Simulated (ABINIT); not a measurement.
# Geometry relaxation, with input and output: Zr (part 3 of 3)

Continued. System: Zr (P6₃/mmc, 2 atoms in the cell). Method: Kohn-Sham DFT of a periodic cell, PBE, PseudoDojo NC SR PBE v0.4.1 standard, no spin polarisation (ABINIT 10.8.3); cutoff 897.98 eV, 7×7×4 k-mesh, fermi-dirac of 0.05 eV. The structure derives from an entry of the Crystallography Open Database.

Trajectory as extended XYZ, continued:
```
2
Lattice="3.2400 0.0000 0.0000 -1.6200 2.8059 0.0000 0.0000 0.0000 5.1567" Properties=species:S:1:pos:R:3:forces:R:3 step=4 energy=-2754.93700
Zr    1.6200    0.9353    3.8675    0.0000   0.0000   0.0000
Zr    0.0000    1.8706    1.2892    0.0000   0.0000   0.0000
2
Lattice="3.2401 0.0000 0.0000 -1.6200 2.8060 0.0000 0.0000 0.0000 5.1563" Properties=species:S:1:pos:R:3:forces:R:3 step=5 energy=-2754.93700
Zr    1.6200    0.9353    3.8672    0.0000   0.0000   0.0000
Zr    0.0000    1.8707    1.2891    0.0000   0.0000   0.0000
```

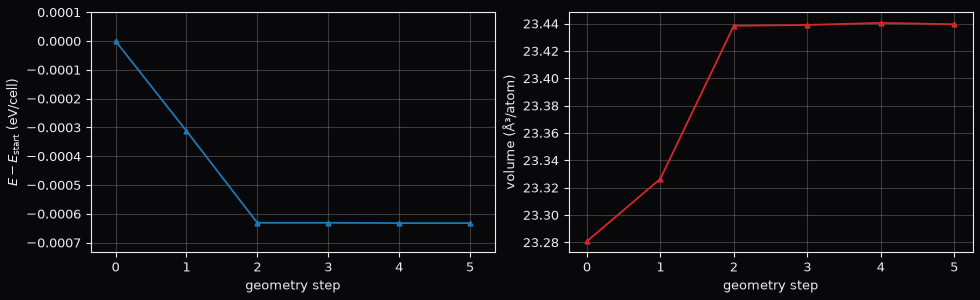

**Figure 1.** Progress of the relaxation, step by step (steps are counted from 0). No atom moves by more than 0.005 Å relative to the cell. Cell: a = b 3.232 → 3.240 Å (+0.2 %), c 5.147 → 5.156 Å (+0.2 %). Volume +0.7 %. Among the contacts that change: Zr1–Zr1 3.232 → 3.240 Å, Zr1–Zr2 3.179 → 3.185 Å. The space group stays P6_3/mmc (No. 194). Over 5 geometry steps the energy falls by 0.6 meV per cell of the calculation. All forces vanish by symmetry, so only the cell relaxes. (Atoms are counted from 1 in the order of the input.)

The run was set up as follows.

Input file:
```
# Pseudopotentials
pp_dirpath "./"
pseudos "Zr.upf"

# Structure
acell 3*1.0
rprim
     6.1075948348     0.0000000000     0.0000000000
    -3.0537974174     5.2893322829     0.0000000000
     0.0000000000     0.0000000000     9.7264203634
ntypat 1
znucl 40
natom 2
typat 1 1
chkprim 0
chksymtnons 0
tolsym 1.0e-6
xred
            2/3            1/3            3/4
            1/3            2/3            1/4

# Plane-wave basis
ecut 33.0
ecutsm 0.5

# k points
kptopt 1
ngkpt 7 7 4
nshiftk 1
shiftk 0.0 0.0 0.0

# Exchange and correlation
ixc 11

# Bands and occupations
nband 16
occopt 3
tsmear 0.00183747

# SCF cycle
nstep 80
tolvrs 1.0e-12

# Output
iomode 3
prteig 0
prtebands 0
prtwf 0
prtden 0

# Relaxation
ionmov 2
optcell 2
ntime 50
tolmxf 2.0e-5
dilatmx 1.08
```

Launched with:
```bash
mpirun --bind-to none -np 4 abinit run.abi > log 2>&1
```

Results in brief:

- outcome: converged
- space group (tolerance 0.01 Å): P6₃/mmc (194)
- electrons treated: 24
- free energy: −2754.9370 eV
- Fermi energy: 10.845 eV
- gap on the k-point mesh: none (metallic)
- pressure: 0.00 GPa
- final volume: 46.88 Å³
- largest force (length of the vector) at the end: under 0.001 eV/Å
- final cell: a = 3.240 Å, b = 3.240 Å, c = 5.156 Å, α = 90.00°, β = 90.00°, γ = 120.00°
- hardware: 4 threads of Intel Xeon (Granite Rapids), 192 GiB of memory available, shared host
- wall time: 32 s (CPU time 2.1 min)
- peak memory: 0.32 GiB
